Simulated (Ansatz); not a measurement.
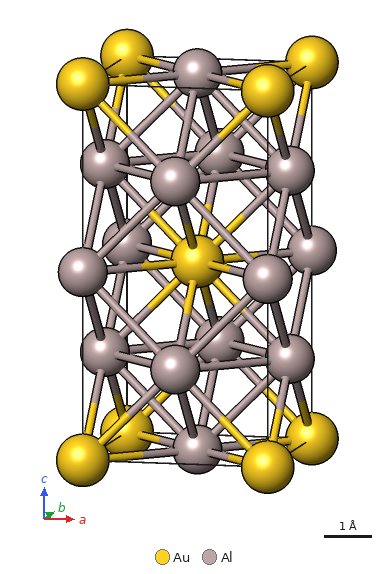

Al3Au, space group I4/mmm (No. 139), a = 4.051 Å, b = 4.051 Å, c = 8.113 Å, α = 90.00°, β = 90.00°, γ = 90.00°. A ball-and-stick rendering, viewed slightly off an axis. Lines trace the edges of the conventional unit cell. This one geometry was run with six functionals. The cell is a structure listed in the Materials Project. It needn't be the stable form of this composition.

Alike in all runs: Ansatz 0.2.0; potentials Ansatz PAW; cutoff 420 eV; k mesh 5 × 5 × 5 on the run's cell of 4 atoms; occupations fermi-dirac, width 0.05 eV; no spin polarisation; no spin-orbit coupling. All runs are metallic.

```tsv
level	pressure (GPa)
BLYP	5.0
LDA	?
revPBE	1.8
PBEsol	-2.7
PBE	0.3
RPBE	2.3
```

Question: What does LDA give?

Answer: Pressure -5.1 GPa. That is the lowest pressure of all.

Question: Order the levels by the equilibrium volume that these pressures point to, smallest first.

Answer: LDA (-5.1 GPa), PBEsol (-2.7 GPa), PBE (0.3 GPa), revPBE (1.8 GPa), RPBE (2.3 GPa), BLYP (5.0 GPa). A higher pressure at one volume points to a larger equilibrium volume, as long as the bulk moduli are alike; rows a few tenths of a GPa apart can't be told apart.

Caveat: the k mesh is coarse (spacing up to 0.44 Å⁻¹), so the values aren't converged; spin-orbit coupling is left out, which matters for Au, if less for volumes and forces than for levels.
